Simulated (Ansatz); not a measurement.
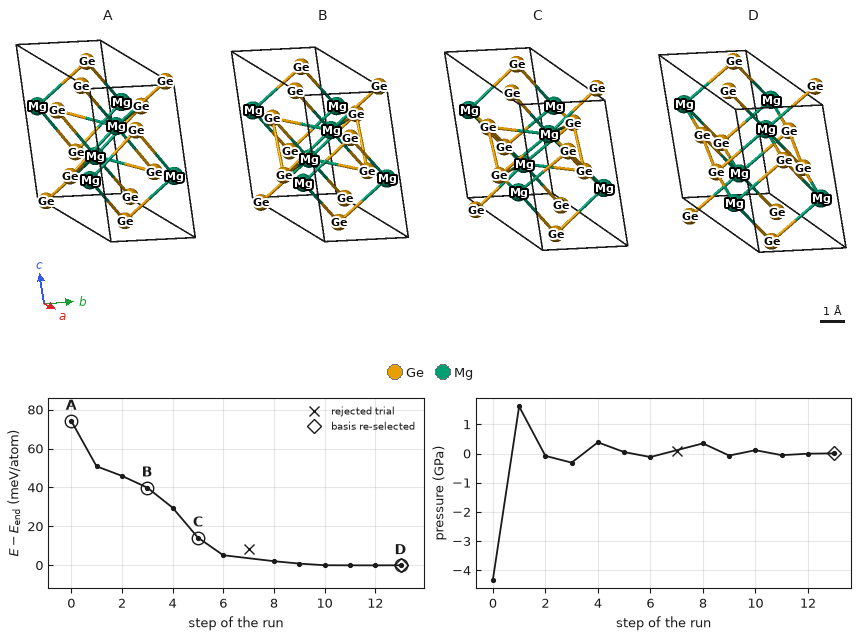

Frames of a relaxation of crystalline MgGe₂ (set up in C2/m), marked on the history of the run. A ball-and-stick model of the conventional cell (2 times the calculation's cell), seen slightly off an axis. Lengths and directions refer to the drawn axes.

The run lets cell and atoms move.

Level of theory: Kohn-Sham DFT of a periodic cell, LDA, Ansatz PAW in Ansatz 0.2.0.

Input
```yaml
crystal:
  lattice:
    - [5.521485, -1.849846, 0.0]
    - [5.521485, 1.849846, 0.0]
    - [-3.217625, 0.0, 6.007774]
  atoms:
    - { symbol: Ge, position: [0.529234, 0.529234, 0.293621] }
    - { symbol: Ge, position: [0.470766, 0.470766, 0.706379] }
    - { symbol: Ge, position: [0.88039, 0.88039, 0.98544] }
    - { symbol: Ge, position: [0.11961, 0.11961, 0.01456] }
    - { symbol: Mg, position: [0.815286, 0.815286, 0.349253] }
    - { symbol: Mg, position: [0.184714, 0.184714, 0.650747] }
hamiltonian:
  xc: lda
  pseudopotentials: { kind: paw }
kpoints:
  mp_grid: { grid: [8, 8, 5] }
scf:
  occupations: { method: fermi_dirac, width: 0.05 }
output:
  forces: true
  stress: true
  eigenvalues: true
relax:
  f_tol: 0.01
  max_steps: 40
  cell: { stress_tol: 0.05 }
```

Run as
```bash
ansatz run input.yaml --threads 2 --pin off --max-ram 5632MiB --backend cpu --events-out ev --progress --plain --runs-dir out
```

Describe the path.

The largest moves relative to the cell, 0.69 Å, are those of Ge atoms. Largest moves by element: Ge 0.69 Å, Mg 0.66 Å. The volume changes by −3.4 %, with a 11.043 → 11.528 Å (+4.4 %), b 3.700 → 3.813 Å (+3.1 %), c 6.815 → 6.557 Å (−3.8 %), β 118.2° → 124.6°. Near-neighbour distances that change, for instance: Ge–Ge 3.169 → 2.477 Å, Ge–Mg 3.161 → 3.679 Å, Ge–Ge 2.697 → 2.480 Å, Ge–Mg 2.999 → 2.824 Å. New bonds form, among them: Ge–Ge (3.17 → 2.48 Å). Among the angles between lasting bonds that change: Ge–Mg–Ge 124.4° → 179.9°, Ge–Ge–Mg 126.9° → 168.3°, Ge–Mg–Ge 115.7° → 84.1°. The space group stays C2/m (No. 12). The energy falls by 74.2 meV per atom in 11 accepted moves (13 points after the start). Largest force component: 0.19 eV/Å at the start, 0.0033 eV/Å at the end. The pressure goes from −4.32 to 0.01 GPa. The line search rejected the trial step at point 7 of the run. At 1 point the geometry stayed and the basis and grid were re-selected for the new cell (energy shift of less than 0.05 meV per atom at most each time). From step 0 to 3: Ge atoms move most (0.16 Å), volume −7.3 %, energy −34.3 meV per atom. From step 3 to 5: Ge atoms move most (0.29 Å), volume +2.9 %, energy −25.7 meV per atom. From step 5 to 13: Mg atoms move most (0.37 Å), volume +1.3 %, energy −14.2 meV per atom.
